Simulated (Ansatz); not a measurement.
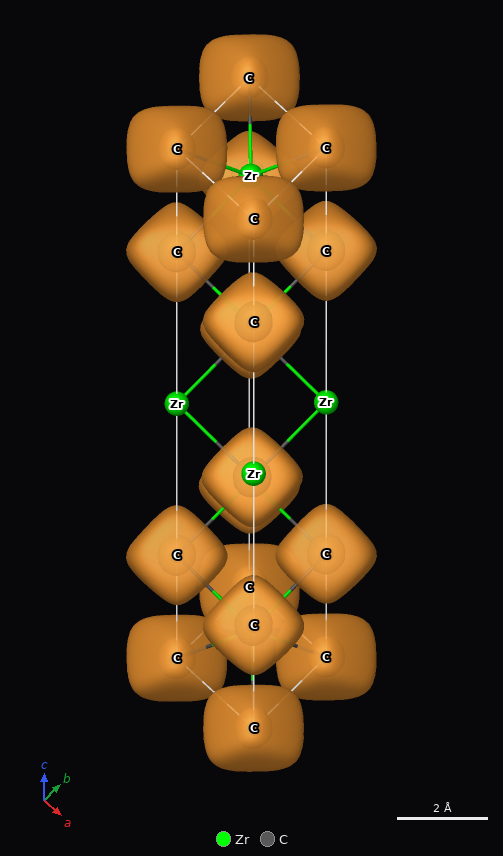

ZrC. Isosurface of the electron localisation function at 0.6 (orange), seen at an oblique angle. Core shells and regions of very low density are left out. Sticks mark near contacts.

Space group P-3m1; a generated structure, not necessarily the stable one.

Theory: Ansatz, DFT PBE, scalar-relativistic, plane waves, PAW.

Core electrons are frozen (PAW), and the valence fields are smoothed inside the atomic spheres.

Input file:

```
crystal:
  lattice:
    - [3.3302707086, 0.0, 0.0]
    - [-1.6651353543, 2.8840990352, 0.0]
    - [0.0, 0.0, 13.5898142051]
  atoms:
    - { symbol: Zr, position: [0.0, 0.0, 0.0] }
    - { symbol: C, position: [0.6666666667, 0.3333333333, 0.1] }
    - { symbol: Zr, position: [0.3333333333, 0.6666666667, 0.2] }
    - { symbol: C, position: [0.6666666667, 0.3333333333, 0.3] }
    - { symbol: Zr, position: [0.0, 0.0, 0.4] }
    - { symbol: C, position: [0.3333333333, 0.6666666667, 0.5] }
    - { symbol: Zr, position: [0.6666666667, 0.3333333333, 0.6] }
    - { symbol: C, position: [0.0, 0.0, 0.7] }
    - { symbol: Zr, position: [0.3333333333, 0.6666666667, 0.8] }
    - { symbol: C, position: [0.6666666667, 0.3333333333, 0.9] }
basis:
  ecutwfc: 420
kpoints:
  mp_grid: { grid: [12, 12, 4] }
hamiltonian:
  xc: pbe
scf:
  occupations: { method: gaussian, width: 0.1 }
output:
  forces: true
  stress: true
  eigenvalues: true
  populations: true
  write_density: true
  write_potential: true
  elf: true
  volumetric_format: npy
relax:
  adjacent_minimum: "off"
  f_tol: 0.01
  max_steps: 45
  cell: { stress_tol: 0.05 }
```

Launched as:

```sh
ansatz run input.yaml --threads 1 --pin off --max-ram 2560MiB --backend cpu --events-out ev --progress --plain --runs-dir out
```

Below, planes, directions and counts refer to the conventional cell (a = 3.33 Å, b = 3.33 Å, c = 13.57 Å, α = 90.00°, β = 90.00°, γ = 120.00°).

The fields are those of the relaxed geometry.

Identify the bonds, lone pairs and shells in this picture.

Answer. At this value the surface marks out five regions wrapped around C (the valence shell of each), counted in one cell of 10 atoms. Regions shared between cells count once. Profiles from the grid: Zr–C (2.34 Å): the ELF peaks at about 0.80 in the valence shell of C, 0.7 Å from its nucleus, and is about 0.20 at the midpoint: no shared electron pair shows on this line.

Does the calculation give a band gap?

Answer. It is gapless in this calculation (a metal or semimetal).
